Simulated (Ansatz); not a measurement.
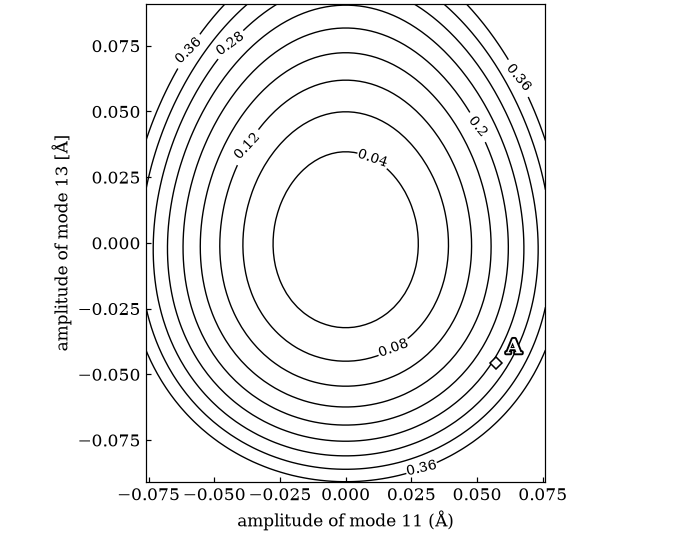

GaN (P6_3mc, No. 186; 8 atoms in the cell). The energy is mapped over two normal modes frozen in (zone-centre modes of the 8-atom cell of this scan, which folds in the wave vector (0, 1/2, 0) of the primitive cell). Coordinates scanned: (1) amplitude of mode 11 (318 cm⁻¹), largest displacement; (2) amplitude of mode 13 (538 cm⁻¹), largest displacement. Nothing is relaxed (the cell and all other modes fixed). Grid: 9 × 9 points; 45 points were computed and 36 follow by symmetry. Points are written as (first, second). Energies are in eV per cell, from the lowest grid point. Theory: Ansatz 0.2.0, DFT LDA, scalar-relativistic, plane waves, PAW. Settings: cutoff 520 eV, k-mesh 8×6×6 in the order of the run's cell vectors, gaussian smearing 0.05 eV, no spin polarisation.

The picture shows contour lines labelled in eV (none above 0.36), the point A. Between grid points the surface is interpolated.

Which way does the force act at A, and how strong is it?

Answer. A, at (0.057 Å, −0.045 Å), is not a stationary point. The computed force is 5.8 eV for each Å towards smaller values of the first coordinate and 3.7 eV for each Å towards larger values of the second coordinate.

PAW datasets: the set soft_1.
